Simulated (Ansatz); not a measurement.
# TiAl₂: single-point calculation

The run: single-point calculation of TiAl₂ (Cmmm, 6 atoms in the cell). Method and program: DFT PBEsol, scalar-relativistic, plane waves, PAW, no spin polarisation (Ansatz 0.2.0).

The structure derives from an entry of the Crystallography Open Database. Figures and captions count atoms from 1; the log counts them from 0 in places.

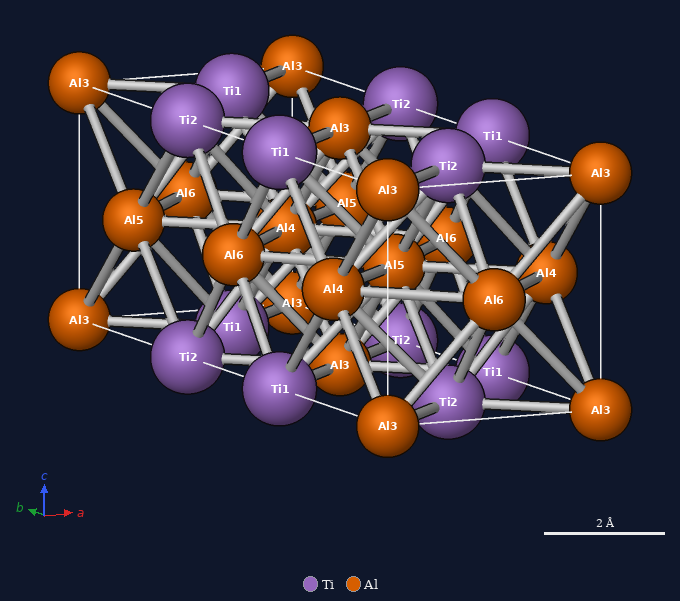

Fig. 1: The input geometry (ball-and-stick view of the cell 2 times as large as that of the calculation, set on its symmetry axes, seen at an oblique angle; atoms are numbered from 1 in the order of the input). An atom can appear more than once, as a periodic image.

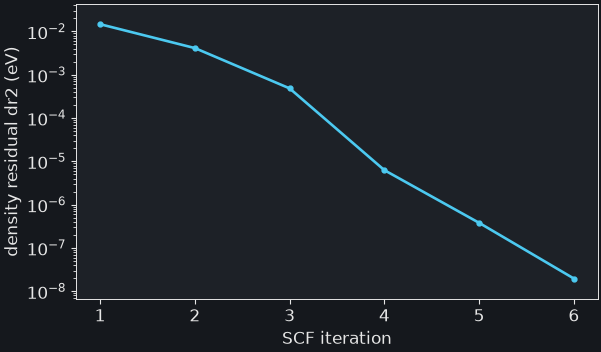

Fig. 2: Convergence of the self-consistent field: density residual dr2 against the SCF iteration. The residual falls at every step.

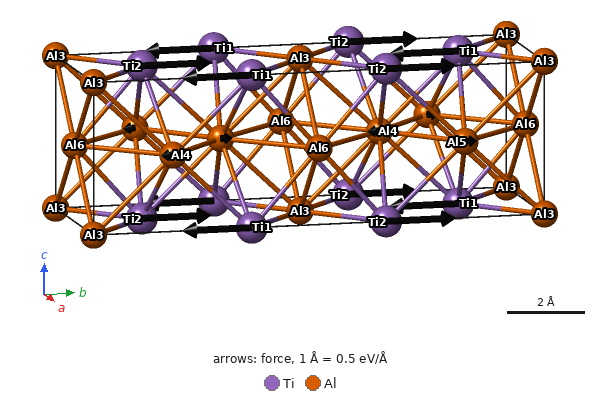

Fig. 3: Forces on the atoms as black arrows (ball-and-stick view of the cell 2 times as large as that of the calculation, set on its symmetry axes, seen slightly off an axis; atoms are numbered from 1 in the order of the input). The largest act on Ti1, Ti2 (0.94 eV/Å). The geometry is not a stationary point of this energy.

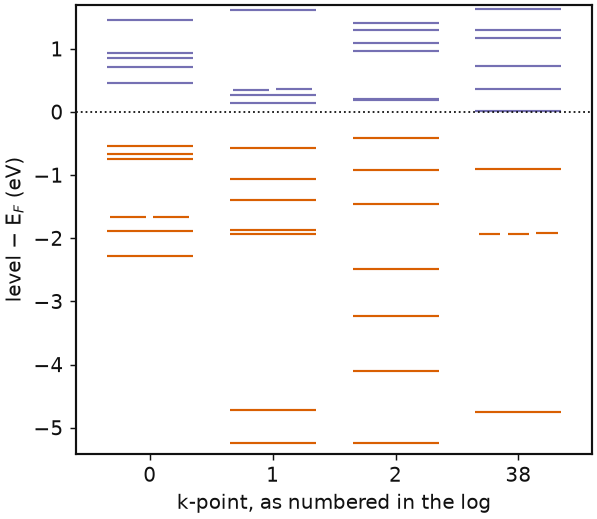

Fig. 4: Kohn–Sham levels near the Fermi level (dotted) at the few k-points that the log prints; levels within 0.02 eV of each other stand side by side. The system is metallic on the full mesh.

These pictures come from the run below.

Input file
```yaml
crystal:
  lattice:
    - [1.97955, -6.0472, 0.0]
    - [1.97955, 6.0472, 0.0]
    - [0.0, 0.0, 4.0315]
  atoms:
    - { symbol: Ti, position: [0.649, 0.351, 0.0] }
    - { symbol: Ti, position: [0.351, 0.649, 0.0] }
    - { symbol: Al, position: [0.0, 0.0, 0.0] }
    - { symbol: Al, position: [0.824, 0.176, 0.5] }
    - { symbol: Al, position: [0.176, 0.824, 0.5] }
    - { symbol: Al, position: [0.5, 0.5, 0.5] }
basis:
  ecutwfc: 420
kpoints:
  mp_grid: { grid: [6, 6, 4] }
hamiltonian:
  xc: pbesol
scf:
  occupations: { method: gaussian, width: 0.1 }
output:
  forces: true
  stress: true
  eigenvalues: true
```

Launch command:
```bash
ansatz run input.yaml --threads 1 --pin off --max-ram 2560MiB --backend cpu --events-out ev --progress --plain --runs-dir out
```

Output
```
Engine: ansatz 0.2.0, x86_64-unknown-linux-gnu
Pseudopotentials: kind: paw
Pseudopotential: Ti, paw, valence charge 12, recommended cutoff 420 eV (normal), Ti.paw.azcp
Pseudopotential: Al, paw, valence charge 3, recommended cutoff 420 eV (normal), Al.paw.azcp
Functional definition: PBEsol
  exchange = pbesol_x
  correlation = pbesol_c
Crystal: 6 atoms, lattice volume = 96.520 Å³
Basis set: ecut = 420 eV, 1899 PW (Γ), exchange–correlation on 90×90×54 points (8 copies of the dense FFT grid, shifted against one another)
Bands: 24, of which v1, the nominal top of the filled ones, is band 18 counted from 1 (17 counted from 0)
Symmetry: 8 space group operations
Space group: Cmmm (ITA 65), of the structure as read, at distance tolerance 4.6e-5 Å
k-points: 39 of 144
Non-local potential: Ti, projectors of the file, l = 0: 3, l = 1: 2, l = 2: 3, l = 3: 1
Non-local potential: Al, projectors of the file, l = 0: 2, l = 1: 2, l = 2: 1
PAW form: soft (Blöchl's): semilocal exchange-correlation on the pseudo side does not see the compensation charge
PAW frozen core: Ti, regenerated for the run's functional, and the local potential with it (the file was generated under x = pbe(κ = 0.804, μ = 0.2195149727645171), c = pbe(β = 0.06672455060314922))
PAW frozen core: Al, regenerated for the run's functional, and the local potential with it (the file was generated under x = pbe(κ = 0.804, μ = 0.2195149727645171), c = pbe(β = 0.06672455060314922))
PAW one-centre angular grid: Ti, 590 points (default); XC on 64 Gauss nodes
PAW one-centre angular grid: Al, 110 points (default); XC on 64 Gauss nodes
Initial density: superposition of atomic densities (neutral atoms: chi_scale 0, normalization atom), corrected by the library's trained network
Initial wavefunctions: pseudopotential atomic-orbital guess
Functional: x = pbesol(κ = 0.804, μ = 0.12345679012345678), c = pbesol(β = 0.046)
SCF iter   1: F=—  HF=-7048.466364 eV  |F-HF|=—  |Δ(HF+E_count)|=         —  Δρ=4.41e-3  dr2=1.47e-2  ethr=1.77e-3  ⟨swp⟩=6.2  Hψ=4679  notcnv=0
preconditioner: auto → Kerker (q_TF=auto, 2.315 Å⁻¹)  [metal: Δε(μ)=0.025 eV  Ē_g=4.707 eV  σ=0.100 eV  W_gap=0.14  n_scr=26 (ndim 8)  ℏωp=16.9 eV  f_vac=0.000  D(μ)=3.12/eV (n_scr^D=26)]
SCF iter   2: F=—  HF=-7048.462949 eV  |F-HF|=—  |Δ(HF+E_count)|=   3.42e-3  Δρ=1.96e-3  dr2=4.13e-3  ethr=4.08e-5  ⟨swp⟩=2.5  Hψ=1731  notcnv=0  defer=14
SCF iter   3: F=—  HF=-7048.462143 eV  |F-HF|=—  |Δ(HF+E_count)|=   8.07e-4  Δρ=5.04e-4  dr2=4.84e-4  ethr=1.15e-5  ⟨swp⟩=2.7  Hψ=1303  notcnv=0  defer=14
SCF iter   4: F=—  HF=-7048.462046 eV  |F-HF|=—  |Δ(HF+E_count)|=   9.62e-5  Δρ=5.83e-5  dr2=6.25e-6  ethr=1.34e-6  ⟨swp⟩=2.1  Hψ=1212  notcnv=0  defer=14
SCF iter   5: F=—  HF=-7048.462185 eV  |F-HF|=—  |Δ(HF+E_count)|=   1.39e-4  Δρ=2.01e-5  dr2=3.79e-7  ethr=1.74e-8  ⟨swp⟩=2.0  Hψ=1249  notcnv=0  defer=14
SCF iter   6: F=-7048.462185 eV  HF=-7048.462185 eV  |F-HF|=1.25e-8  |Δ(HF+E_count)|=   5.44e-8  Δρ=4.18e-6  dr2=1.96e-8  ethr=2.78e-10  ⟨swp⟩=7.9  Hψ=3818  notcnv=0
SCF 1 converged in 6 iterations: F = -7048.462185 eV  dr2 = 1.96e-8
  greatest PAW one-centre occupation: 0.999 electrons in one spin orbital (limit 2), on the Ti atom at site 1 (counted from 0), in its partial waves of l = 0
SCF converged after 6 iterations
Free energy (F): -7048.462185 eV
Harris-Foulkes:  -7048.462185 eV  (|F-HF|=1.25e-8)
Internal energy: -7048.445716 eV  (E = F + TS)
E sigma→0 (E₀):  -7048.453951 eV
Entropy (-TS):   -0.016469 eV (-2.745 meV/atom)
Fermi energy:    10.028043 eV
--- Per-component energies (eV) ---
  E_band       = -326.807655
  E_kinetic    = 639.201288
  E_local      = -2325.751743  (includes V_loc(G=0)·N_el)
  E_nonlocal   = 62.389614
  E_hartree    = 1008.149634
  E_xc         = -352.490711
  E_vxc        = -361.542220  (∫ρ·V_xc dr)
  E_paw        = -3865.553396  (= ΣΔE_a)
  E_vpaw       = -357.401587  (= ΣTr[D̂ρ^β])
  E_aug_tail   = 0.000225  (compensation charges beyond the density's cutoff)
  E_ewald      = -2214.745952
  E_core_change = 0.355325  (= ΣΔE_core)
  E_smearing   = -0.016469  (= −TS)
  E_closure    = 0.000000  (closes the sum)
  Σ components = -7048.462185   (vs F -7048.462185, Δ=0.00e0)
--- Forces (eV/Å), atoms counted from 1 ---
  atom   1  Ti    -0.00000000    -0.94258357     0.00000000
  atom   2  Ti     0.00000000     0.94258357     0.00000000
  atom   3  Al    -0.00000000     0.00000000     0.00000000
  atom   4  Al     0.00000000    -0.16135708     0.00000000
  atom   5  Al    -0.00000000     0.16135708     0.00000000
  atom   6  Al    -0.00000000     0.00000000     0.00000000
  max |Σ_I F_I| component: 8.33e-17 eV/Å
--- Stress (GPa, compression-positive) ---
       -2.916922      -0.000000       0.000000
       -0.000000      -1.202309       0.000000
        0.000000       0.000000      -4.139663
  P = ⅓ Tr σ = -2.7530 GPa (-27.530 kbar)
--- Band table (eV; the first three rows and the last of 39) ---
  k-point 0: bands = ["-46.4587", "-46.4412", "-22.9133", "-22.8917", "-22.8636", "-22.8558", "-22.8014", "-22.7393", "0.1375", "4.0896", "4.2347", "7.7546", "8.1438", "8.3633", "8.3693", "9.2897", "9.3585", "9.4832", "10.4853", "10.7399", "10.8895", "10.9674", "11.4798", "12.8788"]
  k-point 1: bands = ["-46.4584", "-46.4410", "-22.9219", "-22.8988", "-22.8624", "-22.8552", "-22.8009", "-22.7389", "0.7137", "4.2653", "4.7826", "5.3048", "8.0934", "8.1546", "8.6297", "8.9617", "9.4560", "10.1642", "10.2911", "10.3833", "10.3965", "11.6467", "12.2324", "12.5794"]
  k-point 2: bands = ["-46.4580", "-46.4407", "-22.9306", "-22.9058", "-22.8613", "-22.8546", "-22.8004", "-22.7384", "1.9677", "2.9770", "4.7824", "5.9327", "6.7925", "7.5414", "8.5749", "9.1165", "9.6117", "10.2111", "10.2385", "11.0009", "11.1259", "11.3259", "11.4340", "11.7795"]
  k-point 38: bands = ["-46.4565", "-46.4422", "-22.9272", "-22.9093", "-22.8569", "-22.8349", "-22.7981", "-22.7653", "2.5965", "3.0533", "3.4188", "5.2694", "8.0948", "8.0983", "8.1050", "9.1226", "10.0458", "10.3873", "10.7555", "11.1962", "11.3212", "11.6583", "11.9078", "12.3315"]
```

Results in brief

```json
{"quantity": "outcome", "value": "converged"}
{"quantity": "space group (tolerance 0.01 Å)", "value": "Cmmm (65)"}
{"quantity": "electrons treated", "value": "36"}
{"quantity": "free energy", "value": "−7048.4622 eV"}
{"quantity": "Fermi energy", "value": "10.028 eV"}
{"quantity": "gap on the k-point mesh", "value": "none (metallic)"}
{"quantity": "pressure", "value": "−2.75 GPa"}
{"quantity": "largest force (length of the vector)", "value": "0.943 eV/Å"}
{"quantity": "hardware", "value": "1 thread of Intel Xeon @ 2.50GHz (Skylake/Cascade Lake), 189 GiB of memory available, shared host"}
{"quantity": "wall time", "value": "14 s"}
{"quantity": "peak memory", "value": "0.42 GiB"}
```
